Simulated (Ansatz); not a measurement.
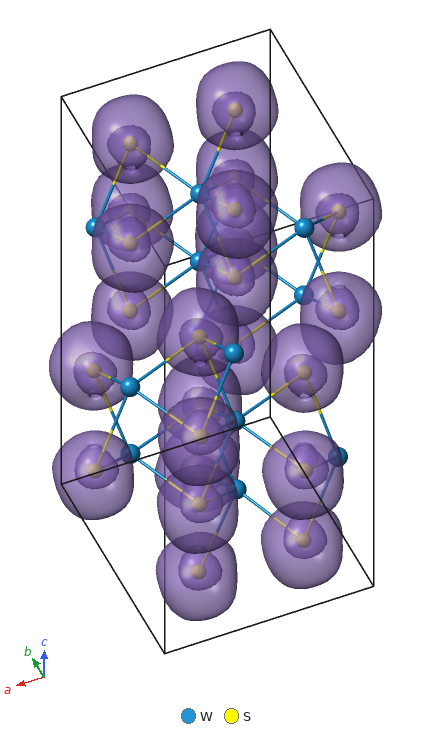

Figure 1: W12S23 (cell with a defect). Isosurface of the electron localisation function at 0.7 (purple), seen at an oblique angle. Only the valence region is drawn (cores and ρ < 0.01 e/Å³ removed). Sticks mark near contacts.

Level of theory: DFT LDA, scalar-relativistic, plane waves, PAW in Ansatz.

**Where are the electrons localised?**

The ELF exceeds this value in 23 regions wrapped around S (the valence shell of each) and one pocket between the atoms, centred on no nucleus (multi-centre or interstitial), counted in one cell of 35 atoms. Any copies at cell faces, edges or corners count once. Along the contacts the grid gives the following. W–S (2.36 Å): the ELF peaks at about 0.85 in the valence shell of S, 0.8 Å from its nucleus, and is about 0.45 at the midpoint. W–S (2.40 Å): the ELF peaks at about 0.85 in the valence shell of S, 0.8 Å from its nucleus, and is about 0.50 at the midpoint.

**Does the calculation give a band gap?**

It is gapped, with a Kohn–Sham gap of 1.1 eV on the k-point mesh, an upper bound to the gap of this method.
